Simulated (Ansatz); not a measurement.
Take the following structure.

```yaml
crystal:
  lattice:
    - [3.66037, 0.00000, 0.00000]
    - [-1.83019, 3.16998, 0.00000]
    - [0.00000, 0.00000, 5.30208]
  atoms:
    - { symbol: Al, position: [0.33333, 0.66667, 0.18993] }
    - { symbol: Al, position: [0.66667, 0.33333, 0.81007] }
    - { symbol: Ni, position: [0.33333, 0.66667, 0.68533] }
    - { symbol: Ni, position: [0.66667, 0.33333, 0.31467] }
    - { symbol: Ni, position: [0.00000, 0.00000, 0.50000] }
    - { symbol: Ni, position: [0.00000, 0.00000, 0.00000] }
```

Q: What does this file describe?

A: It has the composition AlNi2. The structure has P-3m1 (No. 164) symmetry and a primitive hexagonal lattice. Counting shared atoms by their share gives 2 Al, 4 Ni, or 6 atoms. With all contacts inside bonding distance counted, the coordination numbers are Al 6 and Ni 6. Not all metal-metal contacts are counted.

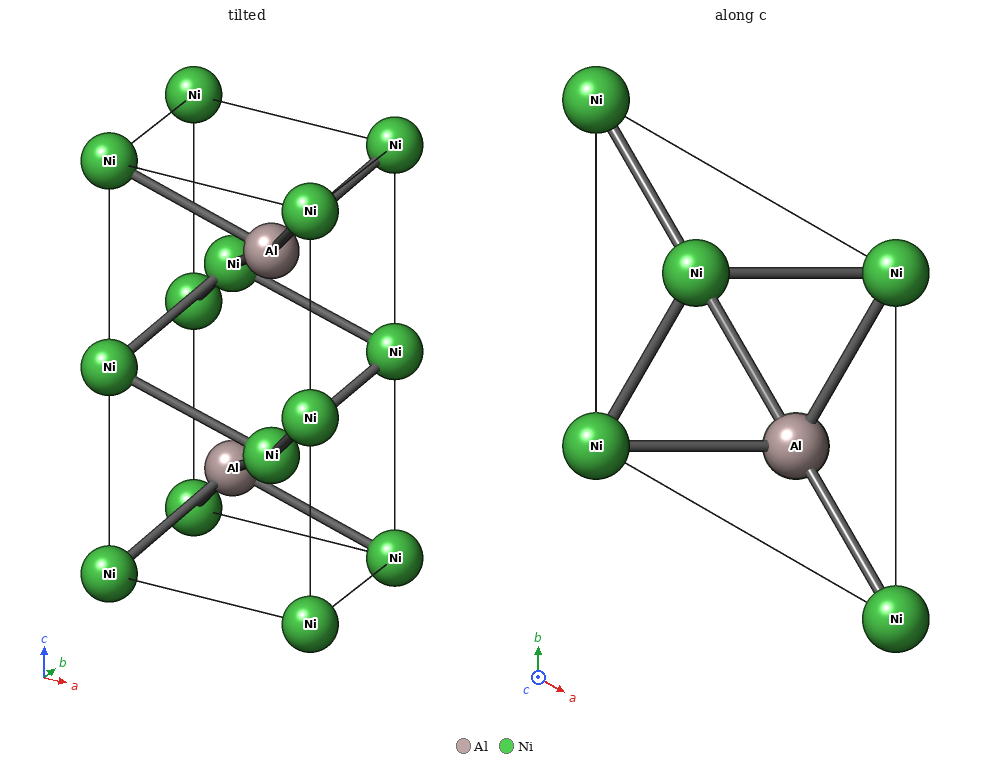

An orthographic ball-and-stick view of the structure, slightly off an axis and along the c axis. The frame is the conventional unit cell; atoms at its boundary are shown with their periodic copies.

The structure was taken from a structure listed in the Materials Project. The cell was then strained or its atoms displaced on purpose. Ansatz was used for an electronic-structure calculation on it.

At this level of theory the run's own cell isn't at rest (compressed, at 27 GPa), so its distances can differ from those at equilibrium, the more so the softer the solid.
